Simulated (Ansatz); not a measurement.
**Geometry relaxation, with input and output: W₁₆S₃₃ (charge −2) (part 2 of 3)**

The same run, continued: W₁₆S₃₃ (defect cell, 49 atoms in the cell, total charge −2); DFT PBE, scalar-relativistic, plane waves, PAW, no spin polarisation (Ansatz 0.2.0); cutoff 420 eV, 2×2×2 k-mesh, Gaussian smearing of 0.01 eV. The structure derives from a Materials Project entry. It belongs to a series of runs on one base structure; here: S interstitial, charge -2, atoms relaxed at the host's cell.

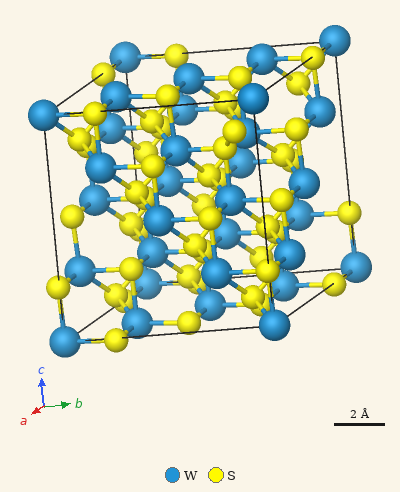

**Figure 1.** The geometry at step 5 of the log (ball-and-stick view of the cell of the calculation, seen slightly off an axis).

```
SCF converged after 6 iterations
Free energy (F): -195943.945539 eV
Harris-Foulkes:  -195943.945539 eV  (|F-HF|=3.01e-8)
Internal energy: -195943.945539 eV  (E = F + TS)
E sigma→0 (E₀):  -195943.945539 eV
Fermi energy:    9.872259 eV
--- Per-component energies (eV) ---
  E_band       = -4159.695799
  E_kinetic    = 10787.555531
  E_local      = -42859.296941  (includes V_loc(G=0)·N_el)
  E_nonlocal   = 950.654605
  E_hartree    = 17937.445242
  E_xc         = -7504.949651
  E_vxc        = -6744.771632  (∫ρ·V_xc dr)
  E_paw        = -156812.383032  (= ΣΔE_a)
  E_vpaw       = -2168.737378  (= ΣTr[D̂ρ^β])
  E_aug_tail   = -0.000946  (compensation charges beyond the density's cutoff)
  E_ewald      = -18442.970347
  E_smearing   = -0.000000  (= −TS)
  E_closure    = 0.000000  (closes the sum)
  E_deformation_potential = -29.296254  (in the stress; not in F)
  Σ components = -195943.945539   (vs F -195943.945539, Δ=0.00e0)
--- Forces (eV/Å), atoms counted from 1 ---
  atom   1  W      0.00137695    -0.00180867     0.00021000
  atom   2  W     -0.00086057     0.00203952     0.00018418
  atom   3  W      0.00000000    -0.00363469    -0.00722801
  atom   4  W      0.00000000    -0.00102165    -0.00032808
  atom   5  W     -0.00317640     0.00186832    -0.00729149
  atom   6  W      0.00072730     0.00042259     0.00004134
  atom   7  W     -0.00082428     0.00050976    -0.00031542
  atom   8  W     -0.00137695    -0.00180867     0.00021000
  atom   9  W      0.00317640     0.00186832    -0.00729149
  atom  10  W     -0.00072730     0.00042259     0.00004134
  atom  11  W      0.00000000    -0.00083255     0.00004128
  atom  12  W      0.00000000     0.00000954     0.00052558
  atom  13  W     -0.00224472    -0.00027996     0.00019487
  atom  14  W      0.00086057     0.00203952     0.00018418
  atom  15  W      0.00082428     0.00050976    -0.00031542
  atom  16  W      0.00224472    -0.00027996     0.00019487
  atom  17  S      0.00107258    -0.00123714     0.00131439
  atom  18  S     -0.00054113     0.00154286     0.00130802
  atom  19  S      0.00000000    -0.00115765    -0.00004967
  atom  20  S      0.00000000     0.00043337     0.00040159
  atom  21  S     -0.00099929     0.00057939    -0.00004526
  atom  22  S     -0.00080659    -0.00048836     0.00121656
  atom  23  S      0.00035425    -0.00020845     0.00042715
  atom  24  S     -0.00107258    -0.00123714     0.00131439
  atom  25  S      0.00099929     0.00057939    -0.00004526
  atom  26  S      0.00080659    -0.00048836     0.00121656
  atom  27  S      0.00000000     0.00088638     0.00124343
  atom  28  S      0.00000000     0.00004059     0.00429452
  atom  29  S     -0.00161679    -0.00031267     0.00135567
  atom  30  S      0.00054113     0.00154286     0.00130802
  atom  31  S     -0.00035425    -0.00020845     0.00042715
  atom  32  S      0.00161679    -0.00031267     0.00135567
  atom  33  S     -0.00203479     0.00015647    -0.00038649
  atom  34  S     -0.00087635    -0.00186817    -0.00036862
  atom  35  S      0.00000000    -0.00133911    -0.00005360
  atom  36  S      0.00000000    -0.00065342    -0.00100555
  atom  37  S     -0.00116950     0.00066869    -0.00005469
  atom  38  S     -0.00089179    -0.00052239    -0.00152943
  atom  39  S     -0.00056935     0.00034360    -0.00103317
  atom  40  S      0.00203479     0.00015647    -0.00038649
  atom  41  S      0.00116950     0.00066869    -0.00005469
  atom  42  S      0.00089179    -0.00052239    -0.00152943
  atom  43  S      0.00000000     0.00103501    -0.00151680
  atom  44  S      0.00000000    -0.00006437     0.00186458
  atom  45  S      0.00115187     0.00166100    -0.00041248
  atom  46  S      0.00087635    -0.00186817    -0.00036862
  atom  47  S      0.00056935     0.00034360    -0.00103317
  atom  48  S     -0.00115187     0.00166100    -0.00041248
  atom  49  S      0.00000000     0.00017886     0.01221204
  max |Σ_I F_I| component: 3.16e-5 eV/Å
--- Charged-cell corrections in eV (Makov–Payne, q = -2.000 e, ε = [11.589, 11.589, 3.207]) ---
  F (periodic)     = -195943.945539  (uncorrected; the corrections below are reported, never added to it)
  E_corr1          = +1.062424  (monopole, q²α_M/2ε̄L, of the cell on which ε is isotropic)
  F Makov-Payne    = -195942.883115  (F + E_corr1; no measured alignment; for a localised charge, not one spread in a band: unchecked)
  no potential alignment in this run, which stands beside a crystal: run the host's input off ansatz write-host-input, and read the two finished runs by ansatz place-levels (neither reads a slab, a wire or a sheet, whose cell leaves a vacuum)
--- Band table (eV) ---
  k-point 0: bands = ["-65.8896", "-65.8831", "-65.8831", "-65.8523", "-65.8522", "-65.8520", "-65.8038", "-65.7577", "-65.7562", "-65.7562", ... 51 levels left out ..., "-29.8047", "-29.7147", "-29.7142", "-6.8776", "-6.4506", "-5.7877", "-5.7218", "-5.7216", "-5.6643", "-5.6642", "-5.3288", "-5.0042", "-4.7466", "-4.6987", "-4.6986", "-4.6384", "-4.6384", "-4.6121", "-4.6120", "-4.5821", "-4.5820", "-4.5777", "-4.5150", "-4.4930", "-4.4929", "-4.4799", "-4.3175", "-4.3174", "-4.3157",
      "-4.2564", "-4.2564", "-4.1905", "-4.1637", "-4.1635", "-4.0988", "-2.2943", "1.6122", "1.6289", "1.6289", "1.7350", "2.2395", "2.3425", "2.3425", "2.4091", "2.4686", "2.4687", "2.4777", "2.6052", "2.6054", "2.7178", "2.7220", "2.7220", "2.8263", "2.8545", "2.8545", "2.8861", "2.9298", "2.9299", "2.9424", "2.9424", "2.9981", "3.2990", "3.5862", "3.5862", "3.6258", "3.6719", "3.6860", "3.6861", "3.7074",
      "3.7075", "3.8351", "3.9414", "3.9418", "3.9558", "3.9559", "4.0775", "4.1406", "4.1922", "4.1923", "4.2743", "4.3275", "4.3277", "4.5108", "4.5112", "4.5261", "4.5775", "4.5775", "4.6132", "4.6939", "4.6940", "4.7468", "4.7920", "4.7926", "4.8099", "4.8099", "4.8416", "4.8418", "5.2998", "5.2998", "5.3180", "5.3996", "5.3996", "5.4582", "5.4934", "5.4934", "5.5186", "5.9085", "5.9094", "5.9581",
      "6.0349", "6.0349", "6.0498", "6.0793", "6.0795", "6.0972", "6.1290", "6.1292", "6.1704", "6.1704", "6.2656", "6.3205", "6.3208", "6.3395", "6.3521", "6.4562", "6.5082", "6.5082", "6.5656", "6.5656", "6.7738", "6.8071", "6.8072", "7.0505", "7.1270", "7.1272", "7.1798", "7.2249", "7.2250", "7.2373", "7.2642", "7.2642", "7.3887", "7.3887", "7.4848", "7.4968", "7.7358", "7.7363", "8.0359", "8.2405",
      "8.2426", "9.5616", "10.2493", "10.2494", "10.2988", "10.4127", "10.4129", "10.5124", "10.5126", "10.5411", "10.5788", "10.5788", "10.5817", "10.6075", "10.6575", "10.6576", "10.8301", "10.8302", "10.8605", "10.9587", "10.9588", "10.9712", "10.9713", "11.0710", "11.0823", "11.0823", "11.1185", "11.1634", "11.1635", "11.2229", "11.3370", "11.3372", "11.3542", "11.3591", "11.3591", "11.3852", "11.3985", "11.3987", "11.4327", "11.4718",
      "11.4719", "11.5105", "11.5264", "11.5265", "11.6465", "11.6951", "11.6955", "12.0274", "12.0277", "12.0527", "12.1479"]
  k-point 1: bands = ["-65.8896", "-65.8831", "-65.8831", "-65.8523", "-65.8522", "-65.8519", "-65.8038", "-65.7577", "-65.7562", "-65.7561", ... 51 levels left out ..., "-29.8063", "-29.7171", "-29.7151", "-6.8342", "-6.3973", "-6.2112", "-5.8977", "-5.7296", "-5.1819", "-5.1779", "-5.1425", "-5.0843", "-4.9524", "-4.9336", "-4.8952", "-4.8137", "-4.7459", "-4.6749", "-4.5896", "-4.5573", "-4.5264", "-4.5072", "-4.4900", "-4.4736", "-4.4494", "-4.3993", "-4.3783", "-4.3173", "-4.2938",
      "-4.2533", "-4.2502", "-4.1897", "-4.1616", "-4.1234", "-4.0423", "-2.2943", "1.8214", "1.9307", "1.9599", "1.9816", "2.0054", "2.0547", "2.0935", "2.1060", "2.3794", "2.4342", "2.4615", "2.4985", "2.5017", "2.5705", "2.5711", "2.5902", "2.6314", "2.6834", "2.8868", "2.8922", "2.9212", "2.9434", "3.1478", "3.3260", "3.3968", "3.5808", "3.5946", "3.6375", "3.6449", "3.6679", "3.6694", "3.7039", "3.7183",
      "3.7671", "3.7683", "3.7779", "3.8277", "3.8328", "3.8440", "3.8569", "3.8846", "3.9240", "4.2856", "4.4403", "4.5211", "4.5930", "4.5935", "4.6244", "4.6338", "4.6389", "4.6710", "4.6737", "4.6920", "4.6981", "4.7623", "4.7783", "4.7892", "4.8241", "4.9114", "4.9702", "5.1311", "5.2456", "5.2678", "5.2956", "5.5035", "5.5322", "5.5614", "5.6944", "5.7267", "5.7329", "5.7584", "5.7676", "5.7769",
      "5.8083", "5.8218", "5.8286", "5.8923", "5.9179", "5.9448", "5.9864", "6.0001", "6.0179", "6.0844", "6.1291", "6.1536", "6.1889", "6.3300", "6.4483", "6.4973", "6.5435", "6.6217", "6.6246", "6.6583", "6.7386", "6.8417", "6.8471", "6.8822", "6.9426", "7.1065", "7.1467", "7.1637", "7.2832", "7.3465", "7.4111", "7.4123", "7.4734", "7.5245", "7.6009", "7.7624", "7.8046", "7.9953", "8.0009", "8.2921",
      "8.2967", "9.6613", "10.0831", "10.1335", "10.1979", "10.2484", "10.2822", "10.3449", "10.4310", "10.4471", "10.5653", "10.6495", "10.6793", "10.7295", "10.7538", "10.7547", "10.7743", "10.8076", "10.8099", "10.8342", "10.8617", "10.8742", "10.8772", "10.9056", "10.9268", "10.9322", "10.9719", "10.9756", "11.0467", "11.1945", "11.1964", "11.2617", "11.2647", "11.3500", "11.3774", "11.3865", "11.4002", "11.4165", "11.4393", "11.4480",
      "11.5207", "11.5814", "11.5862", "11.7161", "11.8527", "11.9259", "11.9497", "11.9726", "12.0252", "12.0259", "12.0961"]
  k-point 2: bands = ["-65.8896", "-65.8831", "-65.8831", "-65.8523", "-65.8523", "-65.8519", "-65.8038", "-65.7577", "-65.7562", "-65.7561", ... 51 levels left out ..., "-29.8063", "-29.7174", "-29.7148", "-6.8342", "-6.3973", "-6.2111", "-5.8978", "-5.7295", "-5.1820", "-5.1779", "-5.1425", "-5.0841", "-4.9524", "-4.9336", "-4.8952", "-4.8138", "-4.7459", "-4.6748", "-4.5896", "-4.5575", "-4.5264", "-4.5073", "-4.4900", "-4.4734", "-4.4494", "-4.3993", "-4.3783", "-4.3173", "-4.2937",
      "-4.2533", "-4.2504", "-4.1898", "-4.1615", "-4.1234", "-4.0423", "-2.2943", "1.8213", "1.9307", "1.9600", "1.9813", "2.0057", "2.0548", "2.0937", "2.1058", "2.3794", "2.4345", "2.4615", "2.4985", "2.5016", "2.5705", "2.5708", "2.5901", "2.6314", "2.6834", "2.8868", "2.8921", "2.9211", "2.9434", "3.1478", "3.3258", "3.3970", "3.5807", "3.5947", "3.6374", "3.6449", "3.6681", "3.6695", "3.7039", "3.7183",
      "3.7669", "3.7684", "3.7779", "3.8277", "3.8328", "3.8440", "3.8569", "3.8846", "3.9240", "4.2858", "4.4402", "4.5212", "4.5928", "4.5935", "4.6243", "4.6337", "4.6390", "4.6710", "4.6737", "4.6920", "4.6981", "4.7623", "4.7783", "4.7890", "4.8241", "4.9115", "4.9701", "5.1311", "5.2457", "5.2679", "5.2958", "5.5034", "5.5320", "5.5615", "5.6944", "5.7265", "5.7329", "5.7584", "5.7676", "5.7769",
      "5.8086", "5.8216", "5.8288", "5.8921", "5.9183", "5.9449", "5.9866", "5.9998", "6.0178", "6.0844", "6.1290", "6.1539", "6.1889", "6.3300", "6.4480", "6.4973", "6.5434", "6.6217", "6.6246", "6.6582", "6.7387", "6.8417", "6.8472", "6.8821", "6.9426", "7.1065", "7.1466", "7.1637", "7.2832", "7.3465", "7.4113", "7.4124", "7.4734", "7.5245", "7.6007", "7.7622", "7.8045", "7.9957", "8.0008", "8.2908",
      "8.2980", "9.6614", "10.0833", "10.1335", "10.1978", "10.2481", "10.2822", "10.3448", "10.4311", "10.4473", "10.5652", "10.6495", "10.6793", "10.7295", "10.7539", "10.7545", "10.7744", "10.8076", "10.8099", "10.8341", "10.8615", "10.8743", "10.8772", "10.9055", "10.9270", "10.9323", "10.9719", "10.9758", "11.0466", "11.1944", "11.1961", "11.2616", "11.2649", "11.3500", "11.3774", "11.3865", "11.4001", "11.4164", "11.4395", "11.4477",
      "11.5210", "11.5816", "11.5857", "11.7165", "11.8530", "11.9254", "11.9496", "11.9728", "12.0249", "12.0258", "12.0964"]
--- Relaxed structure (5 steps of the walk, 5 accepted, 0 SCFs on fresh bases) ---
  F+E_penalty+E_count = -195943.94553892 eV   max|allowed force component| = 1.221e-2 eV/Å
  atoms:
    - { symbol: W, position: [1.0003637123741171, 0.24985074827024834, 0.7520144449106549] }
    - { symbol: W, position: [0.24794124746341123, 1.0022504148459639, 0.7519985107941797] }
    - { symbol: W, position: [0.5048754484819031, 0.7430265417927783, 0.7430265417927783] }
    - { symbol: W, position: [0.9972168069145536, 0.5000721679408093, 0.5000721679408093] }
    - { symbol: W, position: [0.7411278865400321, 0.5068135648146392, 0.7430272706898038] }
    - { symbol: W, position: [0.2490971153726244, 0.250996384070714, 0.5008025300297321] }
    - { symbol: W, position: [0.49816799937936945, 0.9991104793099337, 0.5000625131646266] }
    - { symbol: W, position: [1.0003637123741171, 0.7520144449106548, 0.24985074827024822] }
    - { symbol: W, position: [0.741127886540032, 0.7430272706898038, 0.5068135648146392] }
    - { symbol: W, position: [0.2490971153726244, 0.5008025300297321, 0.250996384070714] }
    - { symbol: W, position: [0.4989078726453775, 0.2509945693336308, 0.2509945693336308] }
    - { symbol: W, position: [1.0006285851850176, 1.0025203230031026, 1.0025203230031026] }
    - { symbol: W, position: [0.7501134012454644, 1.0022646545223157, 0.24984193695911455] }
    - { symbol: W, position: [0.24794124746341123, 0.7519985107941797, 1.0022504148459639] }
    - { symbol: W, position: [0.49816799937936945, 0.5000625131646266, 0.9991104793099337] }
    - { symbol: W, position: [0.7501134012454644, 0.24984193695911455, 1.0022646545223157] }
    - { symbol: S, position: [0.5954640099116926, 0.8470675224518696, 0.3450544460176852] }
    - { symbol: S, position: [0.8451768408962962, 0.5973563921224083, 0.3450581864036126] }
    - { symbol: S, position: [0.09565722208822525, 0.3470625104548094, 0.3470625104548094] }
    - { symbol: S, position: [0.5954597466853332, 0.09749637797052288, 0.09749637797052288] }
    - { symbol: S, position: [0.3451593421796123, 0.09756109780054706, 0.3470543829615834] }
    - { symbol: S, position: [0.8475647740529634, 0.8494570522031365, 0.09837097503213665] }
    - { symbol: S, position: [0.0955916797522822, 0.5973533128740689, 0.09750873410040756] }
    - { symbol: S, position: [0.5954640099116927, 0.3450544460176853, 0.8470675224518697] }
    - { symbol: S, position: [0.3451593421796123, 0.3470543829615834, 0.09756109780054706] }
    - { symbol: S, position: [0.8475647740529634, 0.09837097503213665, 0.8494570522031365] }
    - { symbol: S, position: [0.09644879633299808, 0.8494483805875415, 0.8494483805875415] }
    - { symbol: S, position: [0.5861383670912567, 0.5880399336660145, 0.5880399336660145] }
    - { symbol: S, position: [0.34314363934236586, 0.5973302114866157, 0.8470758664888999] }
    - { symbol: S, position: [0.8451768408962963, 0.3450581864036127, 0.5973563921224084] }
    - { symbol: S, position: [0.0955916797522822, 0.09750873410040756, 0.5973533128740689] }
    - { symbol: S, position: [0.34314363934236586, 0.8470758664888999, 0.5973302114866157] }
    - { symbol: S, position: [0.7352360352652146, 0.9825262729018508, 0.48856291323210443] }
    - { symbol: S, position: [0.9806309477891758, 0.7371408039200065, 0.48856933700529204] }
    - { symbol: S, position: [0.2337710051694184, 0.4880579849954516, 0.4880579849954516] }
    - { symbol: S, position: [0.7355334254932284, 0.23891250514241322, 0.23891250514241322] }
    - { symbol: S, position: [0.4861596970536262, 0.2356622615131034, 0.4880574597487535] }
    - { symbol: S, position: [0.9865036884812715, 0.9884020164850602, 0.23975181371231225] }
    - { symbol: S, position: [0.23701455498962626, 0.7374290301840196, 0.23889913928374806] }
    - { symbol: S, position: [0.7352360352652146, 0.48856291323210443, 0.9825262729018508] }
    - { symbol: S, position: [0.4861596970536262, 0.4880574597487535, 0.2356622615131034] }
    - { symbol: S, position: [0.9865036884812715, 0.23975181371231225, 0.9884020164850602] }
    - { symbol: S, position: [0.23786055149306462, 0.9883846337636841, 0.9883846337636841] }
    - { symbol: S, position: [0.7343797116026057, 0.736354963740682, 0.736354963740682] }
    - { symbol: S, position: [0.4866517950191431, 0.7371303531765135, 0.9825158024185706] }
    - { symbol: S, position: [0.9806309477891758, 0.48856933700529204, 0.7371408039200065] }
    - { symbol: S, position: [0.23701455498962615, 0.238899139283748, 0.7374290301840196] }
    - { symbol: S, position: [0.4866517950191431, 0.9825158024185706, 0.7371303531765135] }
    - { symbol: S, position: [0.822955726700437, 0.8255002716023263, 0.8255002716023263] }
```
